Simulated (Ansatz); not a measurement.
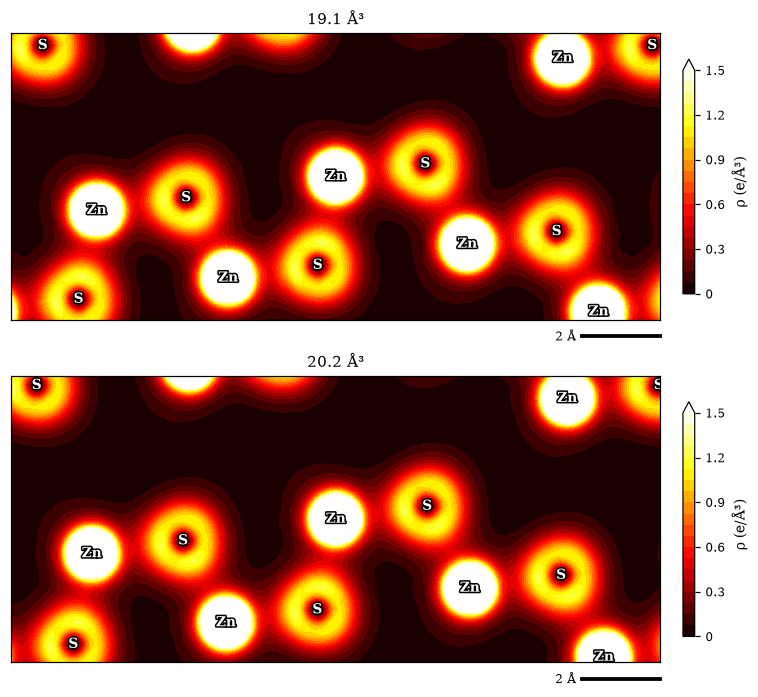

ZnS. The valence electron density of cells scaled evenly to different volumes (given per atom above each panel), on the (101̄) plane of each (indices in the axes of the cell below), at one length scale and on one colour scale.

Level of theory: Ansatz 0.2.0, DFT, PBE, plane-wave PAW, default files, scalar-relativistic.

In a PAW calculation such maps are meaningful between the atoms, not at the nuclei.

The largest cell:

```yaml
crystal:
  lattice:
    - [3.85536, 0.00000, 0.00000]
    - [-1.92768, 1.11295, 15.73015]
    - [1.92768, -3.33884, 0.00000]
  atoms:
    - { symbol: Zn, position: [0.00005, 0.00014, 0.00005] }
    - { symbol: Zn, position: [0.73333, 0.19998, 0.73333] }
    - { symbol: Zn, position: [0.46661, 0.39983, 0.46661] }
    - { symbol: Zn, position: [0.86665, 0.59995, 0.86665] }
    - { symbol: Zn, position: [0.60001, 0.80004, 0.60001] }
    - { symbol: S, position: [0.05007, 0.15020, 0.05007] }
    - { symbol: S, position: [0.78329, 0.34986, 0.78329] }
    - { symbol: S, position: [0.51664, 0.54991, 0.51664] }
    - { symbol: S, position: [0.91667, 0.75001, 0.91667] }
    - { symbol: S, position: [0.65003, 0.95010, 0.65003] }
```

| volume (Å³/atom) | Zn–S contact in the plane (Å) | ρ at its midpoint (e/Å³) | pressure (GPa) | gap on the mesh (eV) | 
| --- | --- | --- | --- | --- |
| 19.06 | 2.310 | 0.536 | 4.5 | 2.33 | 
| 19.85 | 2.344 | ? | ? | ? | 
| 20.25 | 2.358 | 0.478 | −0.2 | 2.06 | 

What values belong in the row with question marks?

Over the known rows ln ρ falls by 2.39 per Å of Zn–S distance (the line through the two), which gives 0.494 e/Å³ at 2.344 Å; the calculation gives 0.509 e/Å³. For the pressure, a straight line in volume between the neighbouring rows gives 1.4 GPa; the calculation gives 1.2. For the gap on the mesh, a straight line in volume between the neighbouring rows gives 2.15 eV; the calculation gives 2.15.
